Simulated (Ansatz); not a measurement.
**GaN: geometry relaxation (part 3 of 3)**

The same run, continued: GaN (slab, 4 atoms in the cell); DFT PBEsol, scalar-relativistic, plane waves, PAW, PAW set soft_1, no spin polarisation (Ansatz 0.2.0); cutoff 420 eV, 9×9×1 k-mesh, Gaussian smearing of 0.05 eV. The structure derives from a Materials Project entry. The input holds or restrains some coordinates. Forces given for the steps count only the free coordinates.

Geometry of the input (Å; fractional positions):
```
3.1808  0.0000  0.0000
-1.5904  2.7547  0.0000
0.0000  0.0000  17.2464
N  0.0000  0.0000  0.4059
Ga 0.3333  0.6667  0.4435
N  0.3333  0.6667  0.5565
Ga 0.6667  0.3333  0.5941
```

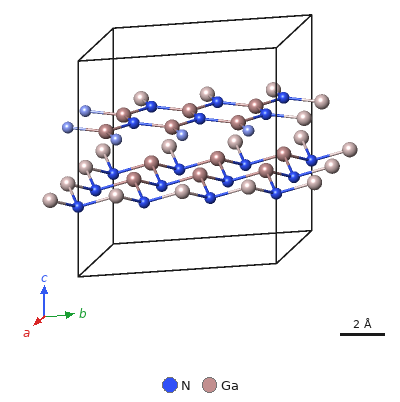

**Figure 1.** The geometry at step 7 of the log (ball-and-stick view of the 2 × 3 repeat of the cell, with the vacuum cut short, seen slightly off an axis; neighbours outside the cell are drawn fainter).

Summary:

- outcome: converged under the restraints of the input
- electrons treated: 36
- free energy: −8243.2317 eV
- work function, top face: 3.01 eV
- work function, bottom face: 6.88 eV
- Fermi energy: −0.234 eV
- gap on the k-point mesh: 0.29 eV
- final volume: 151.12 Å³
- work function (upper face): 3.01 eV
- largest force (length of the vector) at the end, held atoms and coordinates included: 2.991 eV/Å
- wall time: 17 s
- peak memory: 0.43 GiB

Remarks:

Notes on the run: the PAW datasets were made with another functional.
